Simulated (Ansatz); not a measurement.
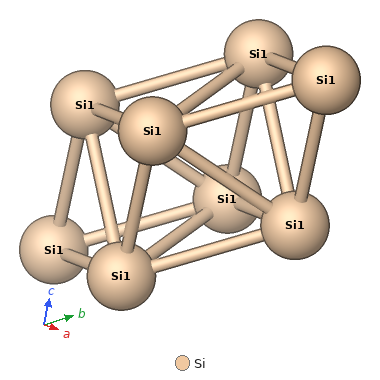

The system is Si (Fm-3m, No. 225; 1 atom in the cell); the picture shows the reference structure. The cell is strained homogeneously, by one strain along x and y and another along z, with fractional coordinates fixed (x, y and z along the cube axes). First axis: strain along x and y. Second axis: strain along z. The grid has 5 × 5 points. At 2 points there is no value. Points are written as (first, second). Energies are in meV/atom, from the lowest grid point. The reference cell is the one listed in the database, not relaxed at this level. Theory: Ansatz, DFT PBEsol, scalar-relativistic, plane waves, PAW. Settings: cutoff 420 eV, k-mesh 22×22×22, gaussian smearing 0.15 eV, no spin polarisation.

Its coordinates:

```
CELL_PARAMETERS angstrom
0.00000 1.91083 1.91083
1.91083 0.00000 1.91083
1.91083 1.91083 0.00000
ATOMIC_POSITIONS crystal
Si 0.00000 0.00000 0.00000
```

Range: strain along x and y from −8 to 8 %; strain along z from −8 to 8 %.

Question: What landscape does the calculation give?

Answer: The lowest grid point is at (4 %, −8 %). It lies at the edge of the scanned range, so the true minimum may lie outside. Other grid points that lie below all their neighbours: (0 %, 0 %) (6 meV/atom higher). The energy also falls towards the edge at (−4 %, 8 %) (0.5 meV/atom above the lowest), where a further well may lie outside the range. The highest grid point, (−8 %, −8 %), lies 329 meV/atom above the lowest.

```csv
"strain along z ↓, strain along x and y →",−8,−4,0,4,8
8,54,1,19,85,178
4,91,14,10,–,127
0,148,39,6,24,80
−4,225,79,15,–,39
−8,329,142,41,0,7
```

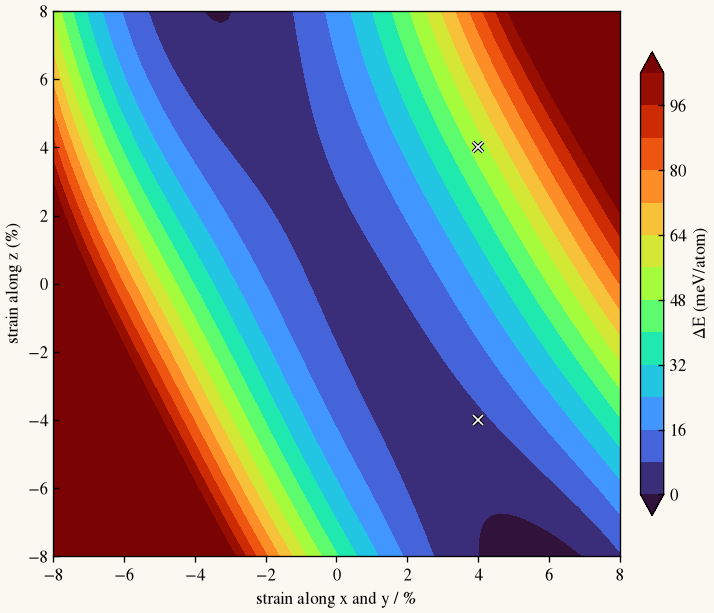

In the figure: filled contours, crosses at grid points without a value, one colour for all values above the top of the scale. Between grid points the surface is interpolated.
